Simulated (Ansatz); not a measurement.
**Geometry relaxation of Al (part 2 of 2)**

Continued. System: Al (interface cell, 22 atoms in the cell). Method: DFT PBE, scalar-relativistic, plane waves, PAW, no spin polarisation (Ansatz 0.2.0); cutoff 420 eV, 12×12×2 k-mesh, Gaussian smearing of 0.1 eV. The structure derives from an entry of the Crystallography Open Database. It belongs to a series of runs on one base structure; here: symmetric tilt boundary Sigma 11 (3 1 1), mirror on a plane, shift [0, 0].

Geometry of the input (Å; fractional positions):
```
2.8577  0.0000  0.0000
-1.4289  4.7390  0.0000
0.0000  0.0000  27.1080
Al 0.0000  0.0000  0.0000
Al 0.1818  0.3636  0.1349
Al 0.3636  0.7273  0.2697
Al 0.4545  0.9091  0.0899
Al 0.0909  0.1818  0.3147
Al 0.2727  0.5455  0.4495
Al 0.6364  0.2727  0.2248
Al 0.8182  0.6364  0.3596
Al 0.7273  0.4545  0.0450
Al 0.9091  0.8182  0.1798
Al 0.5455  0.0909  0.4046
Al 0.1818  0.3636  0.8596
Al 0.3636  0.7273  0.7248
Al 0.4545  0.9091  0.9046
Al 0.0909  0.1818  0.6798
Al 0.2727  0.5455  0.5450
Al 0.6364  0.2727  0.7697
Al 0.8182  0.6364  0.6349
Al 0.7273  0.4545  0.9495
Al 0.9091  0.8182  0.8147
Al 0.5455  0.0909  0.5899
Al 0.0000  0.0000  0.5000
```

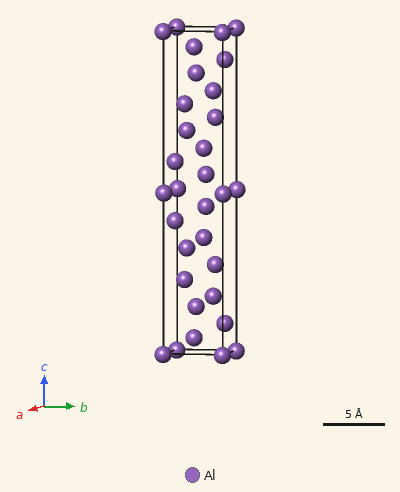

**Figure 1.** The geometry at step 3 of the log (spheres-only view of the cell of the calculation, seen slightly off an axis).

Output, continued:
```
  k-point 0: bands = ["-3.2403", "-3.1041", "-2.9544", "-2.4957", "-2.3289", "-1.4794", "-1.3322", "-0.0655", "0.0370", "1.7426", "1.7535", "3.1678", "3.2059", "3.2714", "3.3674", "3.4182", "3.5371", "3.8410", "3.8676", "3.9086", "3.9227", "4.0682", "4.1553", "4.8628", "4.8841", "5.0293", "5.0481", "5.9235", "5.9386", "6.2134", "6.3172", "6.5748", "6.8256", "7.9897", "8.0662", "8.1908", "8.2056", "9.4918", "9.5003", "10.1450", "10.1457", "10.1536", "10.1553", "12.4880", "12.5154", "12.5283", "12.5401", "12.5459", "12.5594", "14.8719", "14.8848", "14.9661", "15.0102", "15.0222", "15.1247"]
  k-point 1: bands = ["-3.1943", "-3.1943", "-2.7669", "-2.7669", "-1.9556", "-1.9556", "-0.7561", "-0.7561", "0.8228", "0.8228", "2.7535", "2.7535", "3.2116", "3.2116", "3.2620", "3.2620", "3.6263", "3.6263", "3.7065", "3.7065", "4.4066", "4.4066", "4.4521", "4.4521", "5.0322", "5.0322", "5.5294", "5.5294", "5.5917", "5.5917", "6.8961", "6.8961", "7.2163", "7.2163", "8.1027", "8.1027", "9.0973", "9.0973", "9.1346", "9.1346", "10.9543", "10.9543", "11.2689", "11.2689", "11.3266", "11.3266", "13.7823", "13.7823", "13.8504", "13.8504", "14.2023", "14.2023", "14.8988", "14.8988", "14.9369"]
  k-point 2: bands = ["-3.1946", "-3.0584", "-2.9088", "-2.4502", "-2.2836", "-1.4343", "-1.2873", "-0.0209", "0.0808", "1.7865", "1.7892", "2.1940", "2.3179", "2.4755", "2.9018", "3.0716", "3.8584", "3.8622", "3.9198", "4.0491", "4.3264", "4.4317", "4.5832", "4.9716", "5.1307", "5.2221", "5.3289", "5.9238", "6.0972", "6.2866", "6.3705", "7.0191", "7.1560", "7.4950", "7.5669", "9.0241", "9.0933", "9.1947", "9.2077", "9.6021", "9.6243", "11.1513", "11.1798", "11.5747", "11.6056", "12.5859", "12.5999", "13.4990", "13.5207", "14.2669", "14.2990", "14.4539", "14.5587", "14.7119", "15.0730"]
  k-point 85: bands = ["1.2567", "1.2567", "1.6665", "1.6665", "2.4424", "2.4424", "2.8199", "2.8199", "2.8523", "2.8523", "3.2172", "3.2172", "3.2705", "3.2705", "3.5898", "3.5898", "4.0011", "4.0011", "4.0451", "4.0451", "5.0662", "5.0662", "5.1489", "5.1489", "5.2620", "5.2620", "6.5033", "6.5033", "6.5902", "6.5902", "7.0590", "7.0590", "7.6182", "7.6182", "7.7687", "7.7687", "7.8449", "7.8449", "8.0149", "8.0149", "8.3910", "8.3910", "8.6988", "8.6988", "8.8067", "8.8067", "9.2439", "9.2439", "9.4226", "9.4226", "9.8042", "9.8042", "9.9491", "9.9491", "10.9243"]
--- Relaxed structure (3 steps of the walk, 3 accepted, 1 SCFs on fresh bases) ---
  F+E_penalty+E_count = -11824.79607305 eV   max|allowed force component| = 8.087e-3 eV/Å   (the final SCF, on the basis selected at the relaxed cell)
  cell:  # Å, volume = 365.9452 Å³
    - [2.857741536, 2.7764467978667617e-116, 0.0]
    - [-1.428870768, 4.7390282114, 0.0]
    - [0.0, 0.0, 27.021151640483062]
  atoms:
    - { symbol: Al, position: [-0.0037797293354569768, -0.0075594586709139535, -0.002534764916904188] }
    - { symbol: Al, position: [0.18062680188549388, 0.36125360377098775, 0.13577784114915903] }
    - { symbol: Al, position: [0.36372598840984827, 0.7274519768196965, 0.26957637647684507] }
    - { symbol: Al, position: [0.45410619502230837, 0.9082123900446167, 0.08911271483429921] }
    - { symbol: Al, position: [0.09104271956853996, 0.18208543913707992, 0.3154524862850869] }
    - { symbol: Al, position: [0.2735439113353036, 0.5470878226706072, 0.44786168786406405] }
    - { symbol: Al, position: [0.6359416541868845, 0.27188330837376906, 0.22541338581077913] }
    - { symbol: Al, position: [0.8189913279919894, 0.6379826559839786, 0.3592032127141299] }
    - { symbol: Al, position: [0.7261840450097401, 0.4523680900194803, 0.047103787664767575] }
    - { symbol: Al, position: [0.9085874296116352, 0.8171748592232703, 0.17952400725061843] }
    - { symbol: Al, position: [0.5455767552027784, 0.09115351040555693, 0.405842147367155] }
    - { symbol: Al, position: [0.18100867200801077, 0.36201734401602154, 0.8592032127141299] }
    - { symbol: Al, position: [0.3640583458131155, 0.728116691626231, 0.7254133858107793] }
    - { symbol: Al, position: [0.45442324479722157, 0.9088464895944431, 0.9058421473671551] }
    - { symbol: Al, position: [0.09141257038836496, 0.18282514077672993, 0.6795240072506186] }
    - { symbol: Al, position: [0.2738159549902599, 0.5476319099805198, 0.5471037876647675] }
    - { symbol: Al, position: [0.6362740115901518, 0.27254802318030363, 0.7695763764768452] }
    - { symbol: Al, position: [0.8193731981145062, 0.6387463962290123, 0.6357778411491591] }
    - { symbol: Al, position: [0.7264560886646965, 0.45291217732939293, 0.9478616878640641] }
    - { symbol: Al, position: [0.9089572804314601, 0.8179145608629202, 0.8154524862850868] }
    - { symbol: Al, position: [0.5458938049776917, 0.09178760995538346, 0.5891127148342992] }
    - { symbol: Al, position: [0.0037797293354569768, 0.0075594586709139535, 0.49746523508309587] }
--- Löwdin populations: 22 sites ---
  site symbol       q [e]
     0     Al      2.9324
     1     Al      2.9480
     2     Al      2.9592
     3     Al      2.9590
     4     Al      2.9558
     5     Al      2.9745
     6     Al      2.9592
     7     Al      2.9480
     8     Al      2.9745
     9     Al      2.9558
    10     Al      2.9589
    11     Al      2.9480
    12     Al      2.9592
    13     Al      2.9589
    14     Al      2.9558
    15     Al      2.9745
    16     Al      2.9592
    17     Al      2.9480
    18     Al      2.9745
    19     Al      2.9558
    20     Al      2.9590
    21     Al      2.9324
  spilling = 0.014388 (of n_electrons = 66.000000)
```

File populations.tsv:
```
# site	symbol	l	j	q
# orbitals = lowdin
# n_electrons = 66.000000
# spilling = 0.014388
0	Al	0_3S	-	0.957243
0	Al	1_3P	-	1.975138
1	Al	0_3S	-	0.917258
1	Al	1_3P	-	2.030720
2	Al	0_3S	-	0.922805
2	Al	1_3P	-	2.036376
3	Al	0_3S	-	0.927344
3	Al	1_3P	-	2.031617
4	Al	0_3S	-	0.922535
4	Al	1_3P	-	2.033252
5	Al	0_3S	-	0.935936
5	Al	1_3P	-	2.038570
6	Al	0_3S	-	0.922833
6	Al	1_3P	-	2.036327
7	Al	0_3S	-	0.917185
7	Al	1_3P	-	2.030824
8	Al	0_3S	-	0.935880
8	Al	1_3P	-	2.038658
9	Al	0_3S	-	0.922644
9	Al	1_3P	-	2.033151
10	Al	0_3S	-	0.927215
10	Al	1_3P	-	2.031686
11	Al	0_3S	-	0.917185
11	Al	1_3P	-	2.030824
12	Al	0_3S	-	0.922833
12	Al	1_3P	-	2.036327
13	Al	0_3S	-	0.927215
13	Al	1_3P	-	2.031686
14	Al	0_3S	-	0.922644
14	Al	1_3P	-	2.033151
15	Al	0_3S	-	0.935880
15	Al	1_3P	-	2.038658
16	Al	0_3S	-	0.922805
16	Al	1_3P	-	2.036376
17	Al	0_3S	-	0.917258
17	Al	1_3P	-	2.030720
18	Al	0_3S	-	0.935936
18	Al	1_3P	-	2.038570
19	Al	0_3S	-	0.922535
19	Al	1_3P	-	2.033252
20	Al	0_3S	-	0.927344
20	Al	1_3P	-	2.031617
21	Al	0_3S	-	0.957243
21	Al	1_3P	-	1.975138
```

Trajectory as extended XYZ (Å, eV, eV/Å), 4 frames, from step=1 to step=4:
```
22
Lattice="2.8577 0.0000 0.0000 -1.4289 4.7390 0.0000 0.0000 0.0000 27.1080" Properties=species:S:1:pos:R:3:forces:R:3 step=1 energy=-11824.71670 pressure_GPa=-0.08
Al    0.0000    0.0000    0.0000    0.0000  -0.1322  -0.2797
Al    0.0000    1.7233    3.6556    0.0000   0.0083  -0.0012
Al    0.0000    3.4466    7.3113    0.0000  -0.0071  -0.0060
Al    0.0000    4.3082    2.4371    0.0000  -0.0211  -0.0065
Al    0.0000    0.8616    8.5298    0.0000   0.0119   0.0151
Al    0.0000    2.5849   12.1855    0.0000  -0.0468  -0.4446
Al    1.4289    1.2925    6.0927    0.0000   0.0091   0.0111
Al    1.4289    3.0157    9.7484    0.0000   0.0019   0.0081
Al    1.4289    2.1541    1.2185    0.0000   0.0767   0.5138
Al    1.4289    3.8774    4.8742    0.0000  -0.0106  -0.0128
Al    1.4289    0.4308   10.9669    0.0000  -0.0175   0.2028
Al    0.0000    1.7233   23.3024    0.0000  -0.0019   0.0081
Al    0.0000    3.4466   19.6467    0.0000  -0.0091   0.0111
Al    0.0000    4.3082   24.5209    0.0000   0.0175   0.2028
Al    0.0000    0.8616   18.4282    0.0000   0.0106  -0.0128
Al    0.0000    2.5849   14.7725    0.0000  -0.0767   0.5138
Al    1.4289    1.2925   20.8653    0.0000   0.0071  -0.0060
Al    1.4289    3.0157   17.2096    0.0000  -0.0083  -0.0012
Al    1.4289    2.1541   25.7394    0.0000   0.0468  -0.4446
Al    1.4289    3.8774   22.0838    0.0000  -0.0119   0.0151
Al    1.4289    0.4308   15.9911    0.0000   0.0211  -0.0065
Al    0.0000    0.0000   13.5540    0.0000   0.1322  -0.2797
22
Lattice="2.8577 0.0000 0.0000 -1.4289 4.7390 0.0000 0.0000 0.0000 26.9711" Properties=species:S:1:pos:R:3:forces:R:3 step=2 energy=-11824.79227 pressure_GPa=0.23
Al    0.0000   -0.0340   -0.0820    0.0000   0.0218   0.0761
Al    0.0000    1.7164    3.6533    0.0000  -0.0170   0.0240
Al    0.0000    3.4463    7.2788    0.0000   0.0045  -0.0113
Al    0.0000    4.3026    2.4080    0.0000   0.0229  -0.0389
Al    0.0000    0.8623    8.5102    0.0000  -0.0106   0.0118
Al    0.0000    2.5812   12.0772    0.0000   0.0223  -0.0097
Al    1.4289    1.2903    6.0777    0.0000  -0.0063   0.0021
Al    1.4289    3.0186    9.6985    0.0000   0.0067  -0.0405
Al    1.4289    2.1476    1.2577    0.0000  -0.0158   0.0538
Al    1.4289    3.8729    4.8478    0.0000   0.0080  -0.0107
Al    1.4289    0.4238   10.9543    0.0000   0.0039  -0.0566
Al    0.0000    1.7204   23.1840    0.0000  -0.0067  -0.0405
Al    0.0000    3.4487   19.5633    0.0000   0.0063   0.0021
Al    0.0000    4.3153   24.4399    0.0000  -0.0039  -0.0566
Al    0.0000    0.8661   18.3333    0.0000  -0.0080  -0.0107
Al    0.0000    2.5914   14.7432    0.0000   0.0158   0.0538
Al    1.4289    1.2928   20.7643    0.0000  -0.0045  -0.0113
Al    1.4289    3.0226   17.1388    0.0000   0.0170   0.0240
Al    1.4289    2.1578   25.5627    0.0000  -0.0223  -0.0097
Al    1.4289    3.8767   21.9958    0.0000   0.0106   0.0118
Al    1.4289    0.4364   15.8935    0.0000  -0.0229  -0.0389
Al    0.0000    0.0340   13.4036    0.0000  -0.0218   0.0761
22
Lattice="2.8577 0.0000 0.0000 -1.4289 4.7390 0.0000 0.0000 0.0000 27.0212" Properties=species:S:1:pos:R:3:forces:R:3 step=3 energy=-11824.79656 pressure_GPa=0.08
Al    0.0000   -0.0358   -0.0685    0.0000   0.0044   0.0021
Al    0.0000    1.7120    3.6689    0.0000  -0.0003   0.0073
Al    0.0000    3.4474    7.2843    0.0000   0.0018  -0.0010
Al    0.0000    4.3040    2.4079    0.0000  -0.0015   0.0015
Al    0.0000    0.8629    8.5239    0.0000  -0.0003   0.0012
Al    0.0000    2.5927   12.1017    0.0000   0.0026  -0.0032
Al    1.4289    1.2885    6.0909    0.0000  -0.0026  -0.0003
Al    1.4289    3.0234    9.7061    0.0000   0.0017  -0.0082
Al    1.4289    2.1438    1.2728    0.0000  -0.0003   0.0035
Al    1.4289    3.8726    4.8509    0.0000   0.0009  -0.0015
Al    1.4289    0.4320   10.9663    0.0000   0.0017  -0.0014
Al    0.0000    1.7156   23.2167    0.0000  -0.0017  -0.0082
Al    0.0000    3.4506   19.6015    0.0000   0.0026  -0.0003
Al    0.0000    4.3070   24.4769    0.0000  -0.0017  -0.0014
Al    0.0000    0.8664   18.3615    0.0000  -0.0009  -0.0015
Al    0.0000    2.5952   14.7834    0.0000   0.0003   0.0035
Al    1.4289    1.2916   20.7948    0.0000  -0.0018  -0.0010
Al    1.4289    3.0270   17.1794    0.0000   0.0003   0.0073
Al    1.4289    2.1464   25.6123    0.0000  -0.0026  -0.0032
Al    1.4289    3.8761   22.0345    0.0000   0.0003   0.0012
Al    1.4289    0.4350   15.9185    0.0000   0.0015   0.0015
Al    0.0000    0.0358   13.4421    0.0000  -0.0044   0.0021
22
Lattice="2.8577 0.0000 0.0000 -1.4289 4.7390 0.0000 0.0000 0.0000 27.0212" Properties=species:S:1:pos:R:3:forces:R:3 step=4 energy=-11824.79607 pressure_GPa=0.08
Al    0.0000   -0.0358   -0.0685    0.0000   0.0044   0.0019
Al    0.0000    1.7120    3.6689    0.0000  -0.0003   0.0073
Al    0.0000    3.4474    7.2843    0.0000   0.0018  -0.0011
Al    0.0000    4.3040    2.4079    0.0000  -0.0015   0.0015
Al    0.0000    0.8629    8.5239    0.0000  -0.0003   0.0012
Al    0.0000    2.5927   12.1017    0.0000   0.0026  -0.0032
Al    1.4289    1.2885    6.0909    0.0000  -0.0026  -0.0003
Al    1.4289    3.0234    9.7061    0.0000   0.0017  -0.0081
Al    1.4289    2.1438    1.2728    0.0000  -0.0003   0.0034
Al    1.4289    3.8726    4.8509    0.0000   0.0009  -0.0014
Al    1.4289    0.4320   10.9663    0.0000   0.0017  -0.0013
Al    0.0000    1.7156   23.2167    0.0000  -0.0017  -0.0081
Al    0.0000    3.4506   19.6015    0.0000   0.0026  -0.0003
Al    0.0000    4.3070   24.4769    0.0000  -0.0017  -0.0013
Al    0.0000    0.8664   18.3615    0.0000  -0.0009  -0.0014
Al    0.0000    2.5952   14.7834    0.0000   0.0003   0.0034
Al    1.4289    1.2916   20.7948    0.0000  -0.0018  -0.0011
Al    1.4289    3.0270   17.1794    0.0000   0.0003   0.0073
Al    1.4289    2.1464   25.6123    0.0000  -0.0026  -0.0032
Al    1.4289    3.8761   22.0345    0.0000   0.0003   0.0012
Al    1.4289    0.4350   15.9185    0.0000   0.0015   0.0015
Al    0.0000    0.0358   13.4421    0.0000  -0.0044   0.0019
```

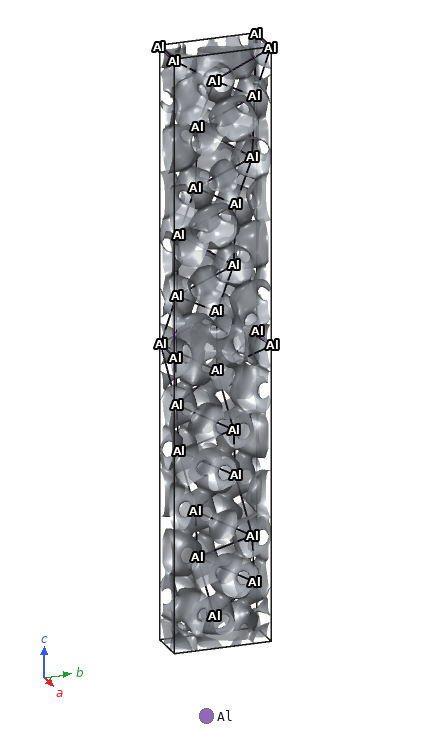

**Figure 2.** Isosurface of the electron localisation function at 0.55 (grey), seen at an oblique angle. Core shells and regions of very low density are left out. Sticks mark near contacts. The outline is the calculation cell. Values along the shortest contacts: Al–Al (2.82 Å): the ELF peaks at about 0.65 between the atoms. The fields are those of the smooth PAW valence density.

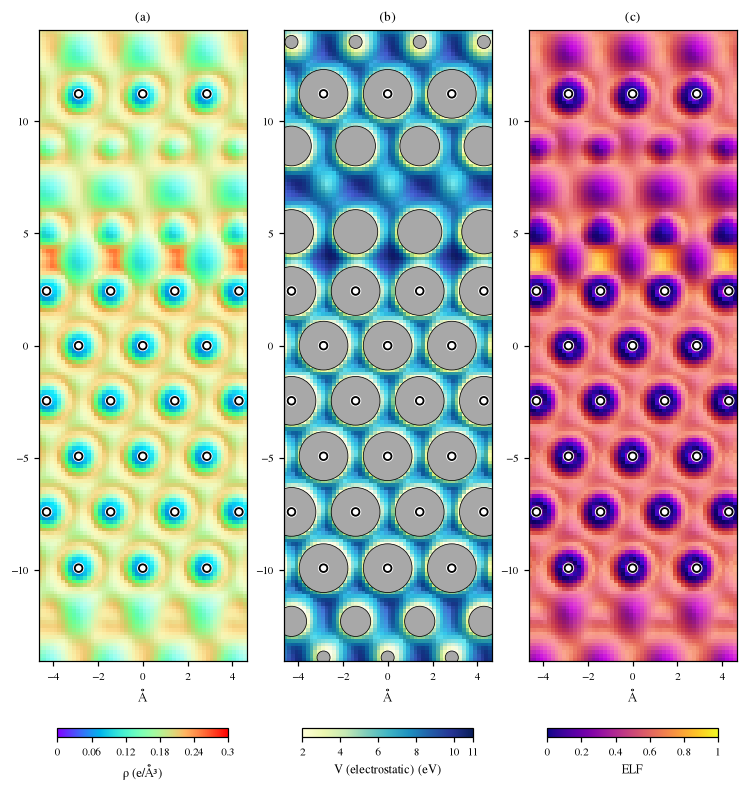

**Figure 3.** (a) valence pseudo-density; (b) electrostatic potential (local pseudopotential plus Hartree) felt by an electron; (c) electron localisation function on the (011̄) plane of the calculation cell. Circles mark the nuclei in the plane (Al). Grey discs, where drawn, cover atomic cores. Al–Al (2.84 Å): the density is about 0.21 e/Å³ at the midpoint; the ELF peaks at about 0.65 between the atoms. Away from the nuclei the density in this plane falls to 0.1 e/Å³ at its lowest. Outside the cores the potential energy rises away from the atoms and is highest about 1.9 Å from the nearest atoms; outside the discs it spans about 8 eV, and its zero is arbitrary.
